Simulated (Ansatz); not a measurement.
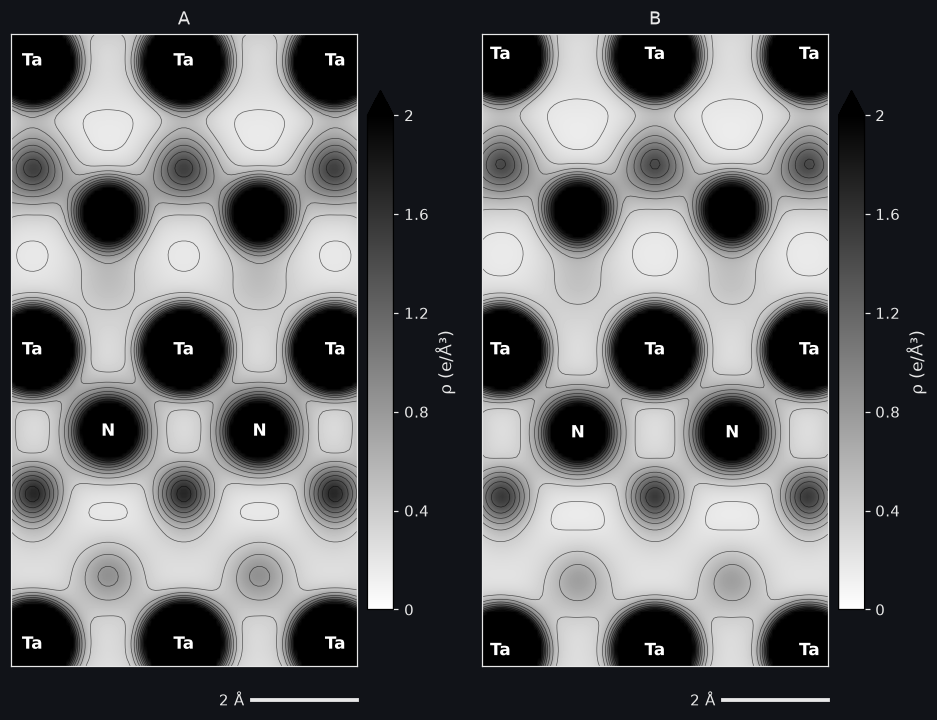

Ta2N3. The valence pseudo-density of two cells that differ in size and shape, on the (101̄) plane of each (indices in the axes of the calculation cell), at one length scale and on one colour scale: B has 9.5 Å³ an atom and A 8.9.

Space group Pnma; a structure from a database of computed crystals, not necessarily the ambient phase.

Level of theory: DFT PBEsol, scalar-relativistic, plane waves, PAW (Ansatz 0.2.0).

**What does the compression do to the bonding and the properties?**

From the larger cell to the smaller, Ta–Ta goes from 2.95 to 2.89 Å, and the density at its midpoint from 0.27 to 0.29 e/Å³; Ta–N goes from 2.17 to 2.12 Å, and the density at its midpoint from 0.64 to 0.7 e/Å³; the pressure goes from 11 to 40 GPa.
